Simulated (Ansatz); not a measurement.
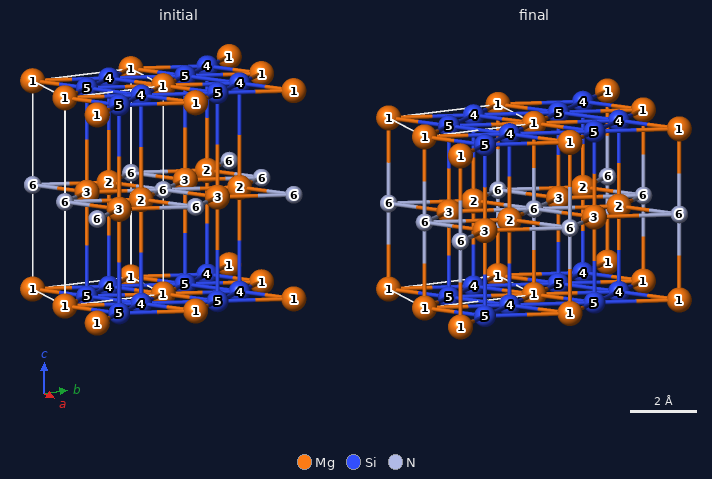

The structure of crystalline Mg₃Si₂N (a generated structure, set up in P6/mmm) (coarse preliminary run) before (left) and after (right) a relaxation, at one scale.

Style: ball-and-stick. Shown: the cell of the calculation, repeated 2 × 2 × 1 with one cell outlined, slightly off an axis.

These are results of DFT PBE, scalar-relativistic, plane waves, PAW (Ansatz 0.2.0), not measurements. (plane-wave cutoff 420 eV; k-point mesh 6 × 6 × 4; occupations gaussian; smearing width 0.1 eV; no spin polarisation; cell and atoms relaxed; force threshold 0.04 eV/Å; at most 70 steps)

Q: Summarise the run.

A: After 7 accepted moves (9 points after the start) the energy has fallen by 316 meV per atom. All forces vanish by symmetry, so only the cell relaxes. Pressure: 11.01 GPa at the start and 0.03 GPa at the end. At 2 points the geometry stayed and the basis and grid were re-selected for the new cell (energy shift of 4.5 meV per atom at most each time). No atom moves by more than 0.005 Å relative to the cell. The volume changes by +1.8 %, with a = b 4.170 → 4.641 Å (+11.3 %), c 6.438 → 5.291 Å (−17.8 %). Near-neighbour distances that change, for instance: Mg2–Si4 3.219 → 2.645 Å, Mg1–N6 3.219 → 2.645 Å, Mg2–Mg3 2.408 → 2.680 Å, Mg1–Si4 2.408 → 2.680 Å. The space group stays P6/mmm (No. 191).
